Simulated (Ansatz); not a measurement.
Run report: PtSe, single-point calculation (part 1 of 3)

PtSe (F-43m, 2 atoms in the cell), computed with DFT PBE+U+J, scalar-relativistic, plane waves, PAW, U = 7 eV, J = 0.9 eV on Pt atom 1 d, spin-polarised (Ansatz 0.2.0).

The structure was built on a prototype by a generator; it need not be a known phase. It belongs to a series of runs on one base structure; here: random orbitals: random, high filling. Figures and captions count atoms from 1; the log counts them from 0 in places.

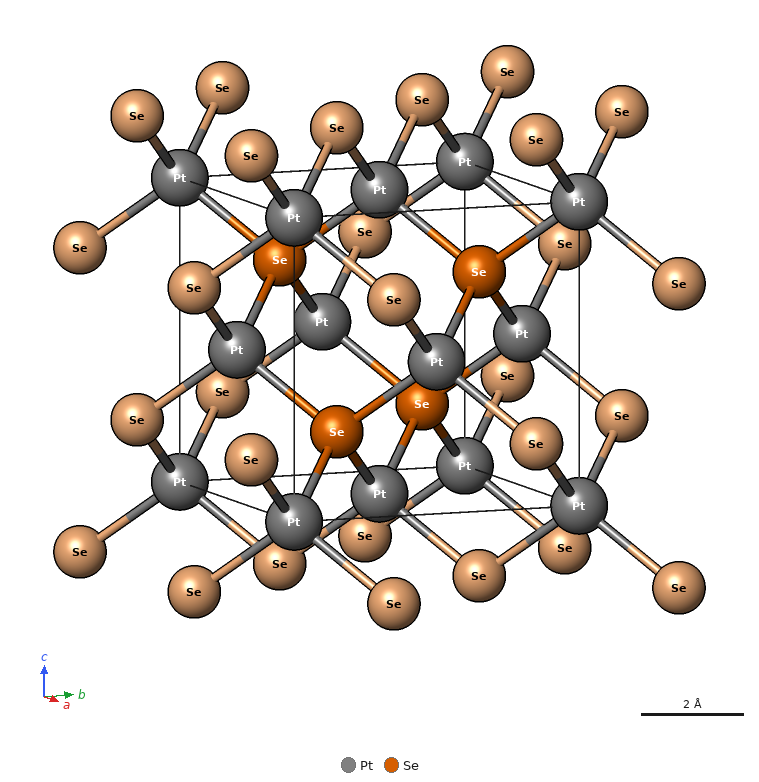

Fig. 1: The structure as given in the input (ball-and-stick view of the cell 4 times as large as that of the calculation, set on its symmetry axes, seen slightly off an axis; neighbours outside the cell are drawn fainter). An atom can appear more than once, as a periodic image. Near neighbours in the periodic cell (some may lie outside the picture): Pt has 4 Se at 2.63 Å; Se has 4 Pt at 2.63 Å.

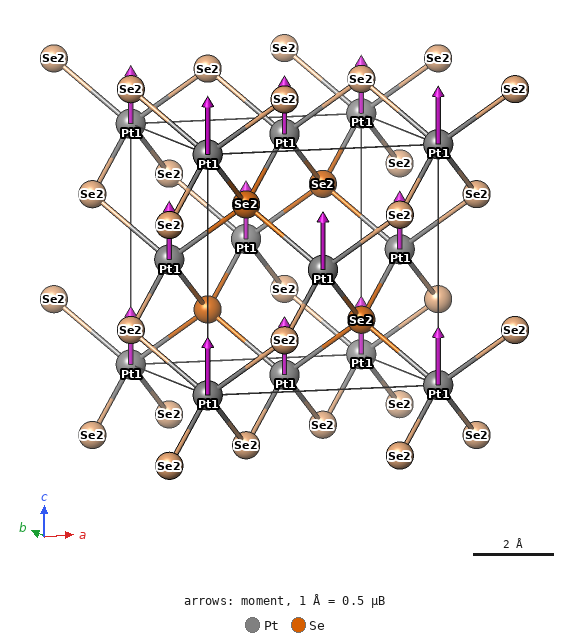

Fig. 2: Magnetic moments of the sites as pink arrows (ball-and-stick view of the cell 4 times as large as that of the calculation, set on its symmetry axes, seen slightly off an axis; neighbours outside the cell are drawn fainter; atoms are numbered from 1 in the order of the input); small moments hardly show. The run is collinear, so the axis drawn is arbitrary. Site moments: Pt1 (0.74 μB). They are counted near the atoms and needn't add up to the moment of the cell.

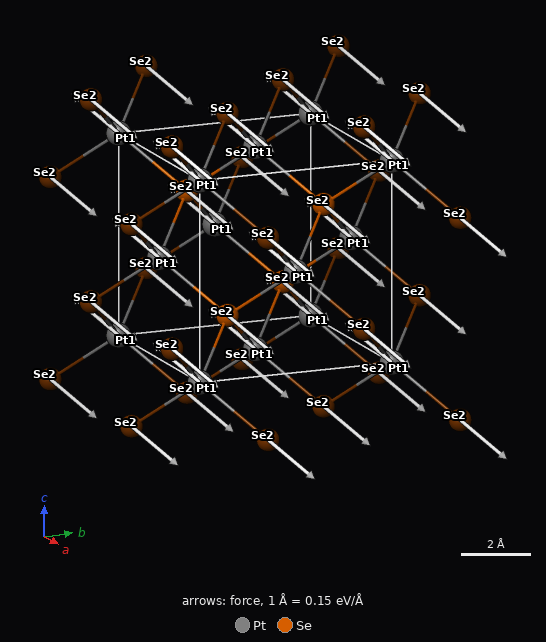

Fig. 3: Forces on the atoms as white arrows (ball-and-stick view of the cell 4 times as large as that of the calculation, set on its symmetry axes, seen slightly off an axis; neighbours outside the cell are drawn fainter; atoms are numbered from 1 in the order of the input). The largest act on Se2 (0.27 eV/Å); Pt1 (0.27 eV/Å). The geometry is not a stationary point of this energy.

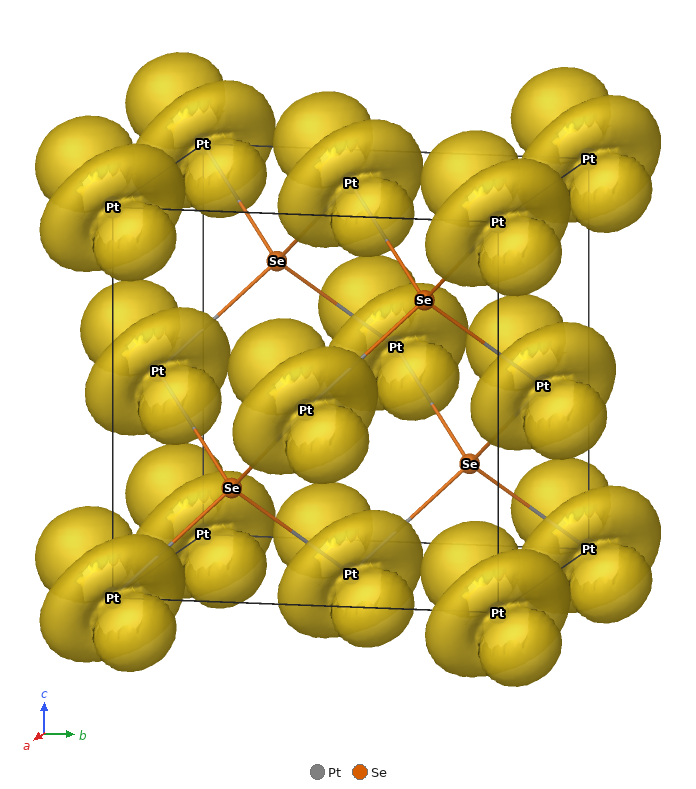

Fig. 4: Isosurfaces of the spin density at +0.03 (yellow) and −0.03 e/Å³ (cyan), seen slightly off an axis. Sticks mark near contacts. The outline is the cell set on symmetry axes. The cell of the calculation (2 atoms) carries 1.0 μB net. Only one sign reaches the isovalue. In a PAW calculation such maps are meaningful between the atoms, not at the nuclei.

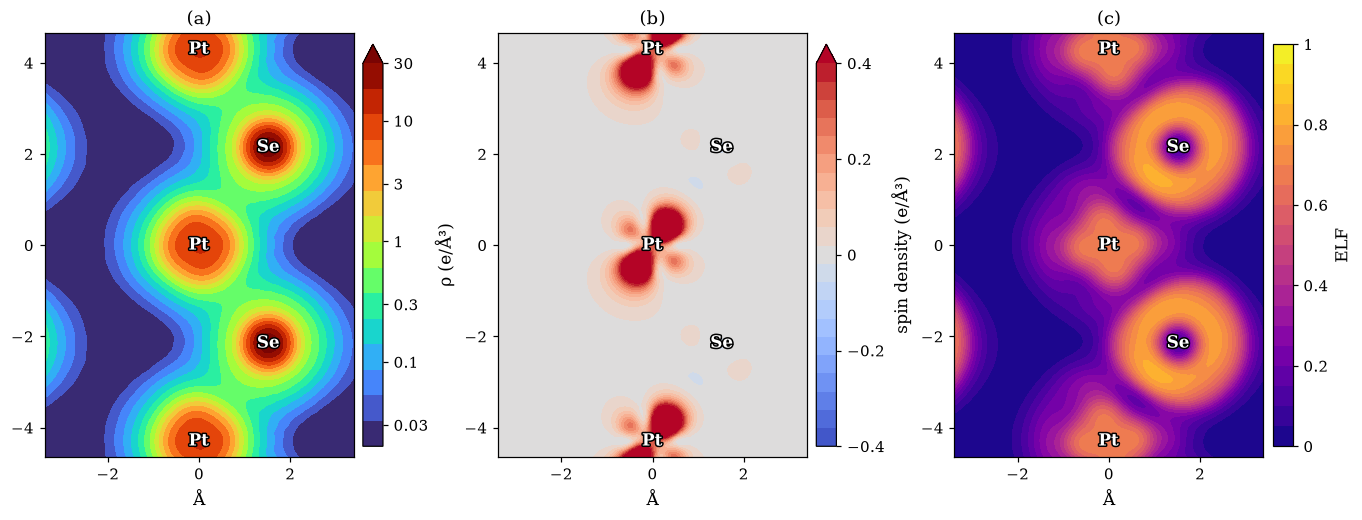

Fig. 5: (a) valence pseudo-density; (b) spin density (up minus down); (c) electron localisation function on the (011) plane of the conventional cell. The section cuts through Pt and Se sites. Pt–Se (2.63 Å): ρ at the midpoint is about 0.43 e/Å³; the ELF is about 0.40 at the midpoint. Away from the nuclei the density in this plane falls to 0.009 e/Å³ at its lowest. The strong features right at Pt lie inside the PAW spheres (semicore, d or f shells) and say nothing about bonding. The cell of the calculation (2 atoms) carries 1.0 μB net.

The input and output of the run follow.

### The input
```yaml
crystal:
  lattice:
    - [0.0, 3.03744723, 3.03744723]
    - [3.03744723, 0.0, 3.03744723]
    - [3.03744723, 3.03744723, 0.0]
  atoms:
    - { symbol: Pt, position: [0.0, 0.0, 0.0], spin: 2.0 }
    - { symbol: Se, position: [0.25, 0.25, 0.25] }
basis:
  ecutwfc: 420
  ecutrho_ratio: 4
kpoints:
  mp_grid: { grid: [5, 5, 5] }
hamiltonian:
  xc: pbe
  hubbard:
    sites:
      - { site: 0, l: d, u: 7.0, j: 0.9, starting_ns: [{ spin: up, occupation_matrix: s0up }, { spin: down, occupation_matrix: s0down }] }
    occupation_matrices:
      s0up:
        matrix:
          - [0.97, 0.0, 0.0, 0.0, 0.0]
          - [0.0, 0.97, 0.0, 0.0, 0.0]
          - [0.0, 0.0, 0.97, 0.0, 0.0]
          - [0.0, 0.0, 0.0, 0.97, 0.0]
          - [0.0, 0.0, 0.0, 0.0, 0.97]
      s0down:
        matrix:
          - [0.43723, -0.132, 0.448, -0.04875, 0.04223]
          - [-0.132, 0.82412, 0.0664, 0.12154, 0.28408]
          - [0.448, 0.0664, 0.57571, 0.09364, 0.07231]
          - [-0.04875, 0.12154, 0.09364, 0.8078, -0.31917]
          - [0.04223, 0.28408, 0.07231, -0.31917, 0.30515]
    ns_hold: until_converged
scf:
  occupations: { method: gaussian, width: 0.05 }
  lower_state_search: "off"
  max_iter: 150
output:
  forces: true
  stress: true
  eigenvalues: true
  populations: true
  hubbard: { sites: [{ site: 0, l: d }] }
  write_density: true
  write_potential: true
  elf: true
  volumetric_format: npy
magnetization:
  spin_polarized: true
```

Launch command:
```bash
ansatz run input.yaml --threads 2 --pin off --max-ram 3072MiB --backend cpu --events-out ev --progress --plain --runs-dir out
```

### What the program printed
```
Warning: crystal.symmetry: narrowed to the stabiliser of the occupation matrices — unitary ops 24 → 1; lowered by the specified shell (site 0, l: d); largest admitted image defect 4.4e-16, smallest excluded 3.5e-1 — at a splitting's scale: the group the occupation matrices' own texture admits
Pt: projections on atomic orbitals take those of the free atom [Kr 4d10 4f14] 5s2 5p6 5d9 6s1, of charge +0.00 (hamiltonian.pseudopotentials.projection_atoms); the dataset's partial waves leave at most 9.1e-5 of an orbital's norm unspanned inside its sphere
Se: projections on atomic orbitals take those of the free atom [Ar] 3d10 4s2 4p4, of charge +0.00 (hamiltonian.pseudopotentials.projection_atoms); the dataset's partial waves leave at most 2.3e-6 of an orbital's norm unspanned inside its sphere
Engine: ansatz 0.2.0, x86_64-unknown-linux-gnu
Pseudopotentials: kind: paw
Pseudopotential: Pt, paw, valence charge 18, recommended cutoff 420 eV (normal), Pt.paw.azcp
Pseudopotential: Se, paw, valence charge 16, recommended cutoff 420 eV (normal), Se.paw.azcp
Functional definition: PBE
  parameter kappa = 0.804
  parameter beta = 0.06672455060314922
  exchange = pbe_x(kappa = kappa, mu = beta*pi^2/3)
  correlation = pbe_c(beta = beta)
Crystal: 2 atoms, lattice volume = 56.047 Å³
Basis set: ecut = 420 eV, 1067 PW (Γ), exchange–correlation on 60×60×60 points (8 copies of the dense FFT grid, shifted against one another)
Bands: 22, of which v1, the nominal top of the filled ones, is band 17 counted from 1 (16 counted from 0)
Symmetry: 1 space group operations
k-points: 63 of 125 (time reversal used)
Non-local potential: Pt, projectors of the file, l = 0: 3, l = 1: 2, l = 2: 2, l = 3: 1
Non-local potential: Se, projectors of the file, l = 0: 2, l = 1: 2, l = 2: 3, l = 3: 1
PAW form: soft (Blöchl's): semilocal exchange-correlation on the pseudo side does not see the compensation charge
PAW one-centre angular grid: Pt, 590 points (default); XC on 64 Gauss nodes
PAW one-centre angular grid: Se, 590 points (default); XC on 64 Gauss nodes
Initial density: superposition of atomic densities (chi_scale 0.1, normalization cell)
Starting moments: Σ|m| = 2 μB on 1 of 2 sites
Initial wavefunctions: pseudopotential atomic-orbital guess
Functional: x = pbe(κ = 0.804, μ = 0.2195149727645171), c = pbe(β = 0.06672455060314922)
```
